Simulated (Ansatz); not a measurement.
Input file:

```
crystal:
  lattice:
    - [4.0343675303, 0.0, 0.0]
    - [0.0, 4.0343675303, 0.0]
    - [0.0, 0.0, 4.9938699224]
  atoms:
    - { symbol: Pb, position: [0.0, 0.5, 0.2377173499] }
    - { symbol: Pb, position: [0.5, 0.0, 0.7622826501] }
    - { symbol: O, position: [0.0, 0.0, 0.0] }
    - { symbol: O, position: [0.5, 0.5, 0.0] }
kpoints:
  mp_grid: { grid: [6, 6, 6] }
hamiltonian:
  xc: pbe
  dispersion: d4
scf:
  occupations: { method: fermi_dirac, width: 0.02 }
relax:
  f_tol: 0.005
  cell: {}
output:
  write_density: true
  write_potential: true
  elf: true
  volumetric_format: npy
```

Run with:

```sh
ansatz run input.yaml --threads 2 --pin off --max-ram 2211MiB --backend cpu --events-out ev --progress --plain --runs-dir out
```

Below, planes, directions and counts refer to the conventional cell (a = 4.03 Å, b = 4.03 Å, c = 4.96 Å, α = 90.00°, β = 90.00°, γ = 90.00°).

The fields are those of the relaxed geometry.

Space group P4/nmm; started from the measured structure prototype, which need not be the ambient phase.

Method: DFT, PBE-D4, plane waves, PAW in Ansatz.

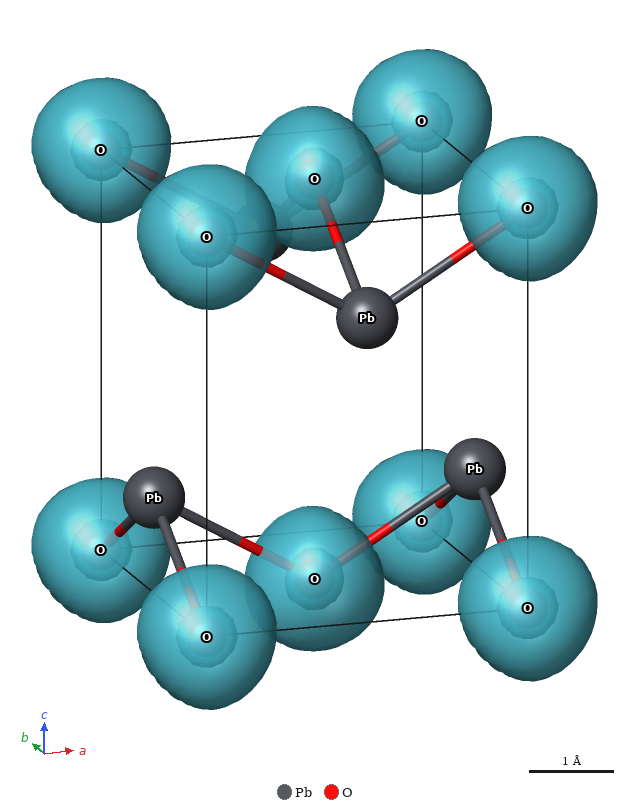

PbO. Isosurface of the ELF at 0.7 (cyan), seen slightly off an axis. Only the valence region is drawn (cores and ρ < 0.01 e/Å³ removed). Sticks mark near contacts.

Core electrons are frozen (PAW), and the valence fields are smoothed inside the atomic spheres.

Question: Describe the localisation domains.

Answer: At this value the surface marks out two regions wrapped around O (the valence shell of each), counted in one cell of 4 atoms. Any copies at cell faces, edges or corners count once.

Values along the shortest contacts:
Pb–O (2.34 Å): the ELF peaks at about 0.85 in the valence shell of O, 0.6 Å from its nucleus, and drops to about 0.20 between the two atoms.
